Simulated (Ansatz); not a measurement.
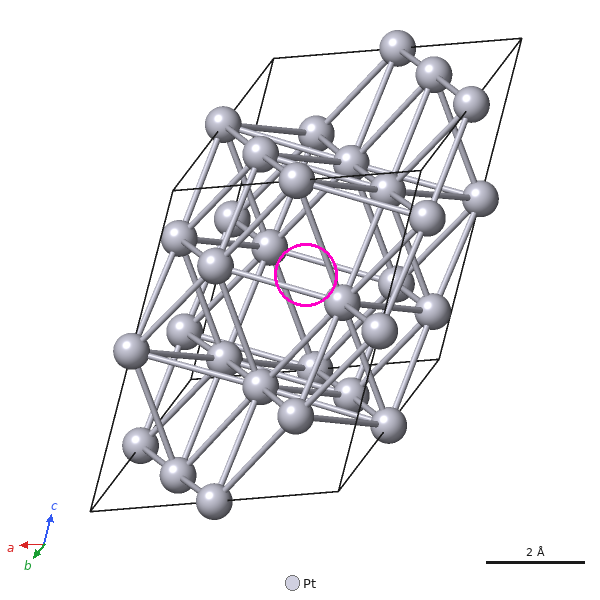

This ball-and-stick model is shown from a general direction. One supercell is framed, with atoms on its boundary repeated. The host is Pt, in a cell of 16 sites, and the cell is neutral. A ring marks the defect's site.

> Describe the defect.

A platinum vacancy. Around the empty site lie twelve Pt at about 2.8 Å.

The atoms were relaxed in the host's cell with DFT PBE, scalar-relativistic, plane waves, PAW in Ansatz.
